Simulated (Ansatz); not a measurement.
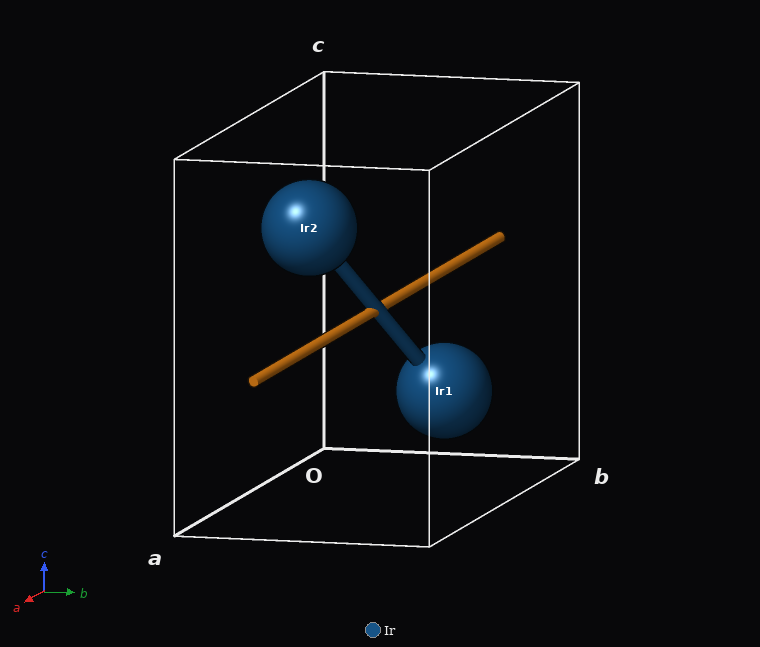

The coloured rod is the axis of a symmetry operation of the crystal. Crystal: Ir, the input geometry of an electronic-structure calculation (not necessarily at equilibrium); the starting structure was generated, so it need not be a known form of this composition. All values are computed from the atomic coordinates in the standard setting (tolerance 0.002 Å).

a = 2.749 Å, b = 2.749 Å, c = 4.452 Å, α = 90.00°, β = 90.00°, γ = 120.00°.

| atom | x | y | z |
| --- | --- | --- | --- |
| Ir1 | 0.3333 | 0.6667 | 0.2500 |
| Ir2 | 0.6667 | 0.3333 | 0.7500 |

Take the operation x, y, z → x−y+1, −y+1, −z+1.

What kind of operation is it, and where does it lie?

It is a 2₁ screw rotation with translation (1/2, 0, 0), about the line along [1 0 0] through (1/2, 1/2, 1/2).

Onto which atom does it carry each atom (up to whole multiples of a, b and c)?

Ir1 → Ir2, Ir2 → Ir1.

What is the crystal's space group?

P6₃/mmc (No. 194).
